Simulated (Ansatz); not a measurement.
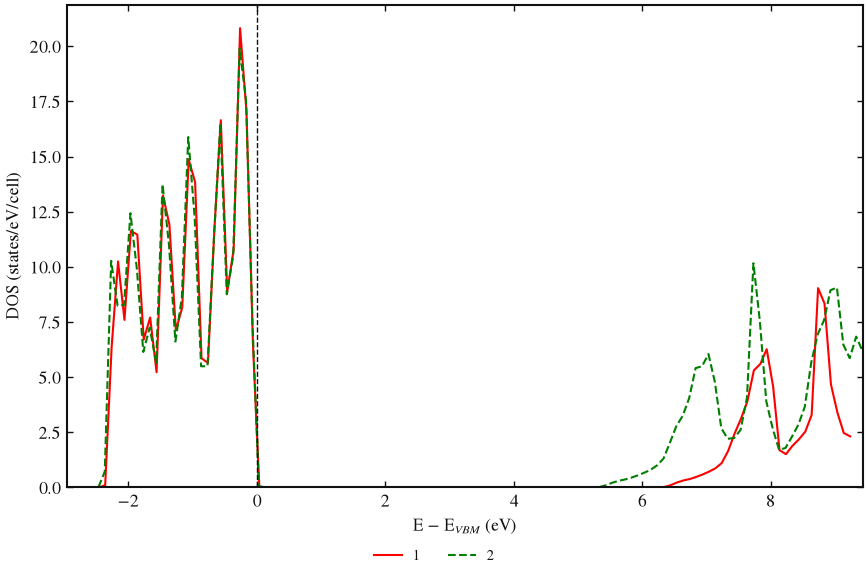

Total densities of states of LiCl, space group P4_12_12, 8 atoms in the cell, by two methods on the same cell. Each is counted from its own valence-band top.

Q: Which curve is which? The methods: LDA, r2SCAN.

A: 1 is r2SCAN; 2 is LDA. r2SCAN gives a gap of 6.28 eV and LDA gives a gap of 5.27 eV.

Settings. r2SCAN: DFT r2SCAN, scalar-relativistic, plane waves, PAW, no spin polarisation, 4×4×6 k mesh, 500 eV cutoff, Gaussian smearing of 0.02 eV (Ansatz). LDA: DFT LDA, scalar-relativistic, plane waves, PAW, no spin polarisation, 4×4×6 k mesh, 420 eV cutoff, Gaussian smearing of 0.02 eV (Ansatz).

The structure is an invented one, so it need not be a known or stable phase.
